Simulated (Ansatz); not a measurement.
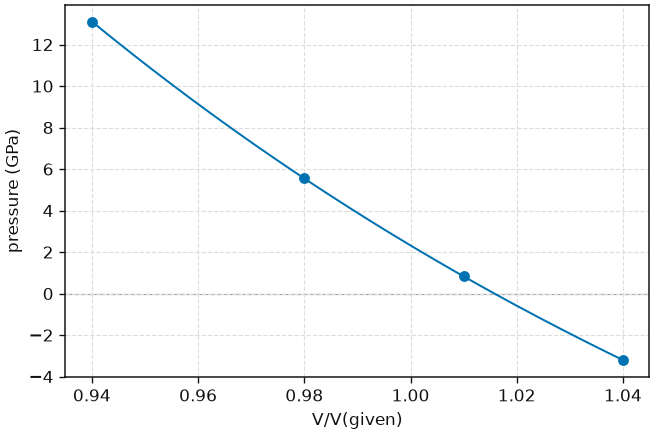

Plotted: pressure against V/V(given) for TiSi₂, space group Fddd (No. 70).

Structure:
```
CELL_PARAMETERS angstrom
0.00000 4.11800 4.26150
2.38650 0.00000 4.26150
2.38650 4.11800 0.00000
ATOMIC_POSITIONS crystal
Ti 0.75000 0.75000 0.75000
Ti 0.50000 0.50000 0.50000
Si 0.08300 0.41700 0.08300
Si 0.41700 0.08300 0.41700
Si 0.16700 0.83300 0.16700
Si 0.83300 0.16700 0.83300
```

How it was computed, with Ansatz 0.2.0: periodic Kohn-Sham DFT of a crystal at fixed atoms, scaled to the stated factor times the given cell; pressure positive in compression. Level: PBE.

| setting | value |
| --- | --- |
| method | frozen-core PAW |
| relativity | scalar |
| k mesh | 8×8×8 |
| occupations | Fermi–Dirac |
| smearing width | 0.08 eV |
| wave cutoff | 420 eV |
| PAW set | soft_2 |

V(given) is 13.96 Å³/atom.

From this curve and the settings, what does the calculation give for the largest field gradient Vzz at the same points?

The largest field gradient Vzz rises from −3.440 1e21 V/m² at V/V(given) 0.94 to −3.396 1e21 V/m² at 1.04.

```json
{"V/V(given)": "0.94", "largest field gradient Vzz (1e21 V/m²)": "-3.440"}
{"V/V(given)": "0.98", "largest field gradient Vzz (1e21 V/m²)": "-3.420"}
{"V/V(given)": "1.01", "largest field gradient Vzz (1e21 V/m²)": "-3.408"}
{"V/V(given)": "1.04", "largest field gradient Vzz (1e21 V/m²)": "-3.396"}
```

Keep in mind: no gap: field gradients move with the k mesh; shape and atomic fractions are frozen while scaling, which makes layered, chain and framework solids too stiff.
